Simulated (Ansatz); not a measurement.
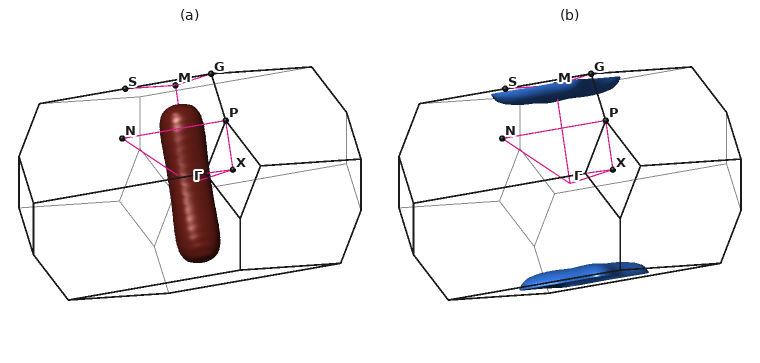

A computed Fermi surface in the first Brillouin zone. Each panel holds one band. The brighter face of a sheet looks towards empty states.

Which lattice has this zone with these labels?

Answer. Body-centred tetragonal.

What do the sheets look like?

Answer. Panel (a): one hole pocket centred at Γ (2.0 % of the zone).
Panel (b): one electron pocket centred at M (2.0 % of the zone).
A pocket cut by a face of the zone is counted once with the part on the opposite face.

The surface was computed for Si2W (I4/mmm); other compounds with the same structure and electron count can look alike.

Computed with DFT PBE, spin-orbit coupling, plane waves, PAW; levels and slopes on a k mesh at the converged density (Ansatz 0.2.0). Non-magnetic. With an inversion centre and no moment every band is doubly degenerate; a pair is shown and named once. k mesh for the levels: 20×20×20. Unrelaxed database geometry (residual pressure 3 GPa).

The mesh is coarse (steps of 0.14 Å⁻¹). Necks and pockets thinner than about two mesh steps aren't resolved, so separate pockets may in truth be joined.
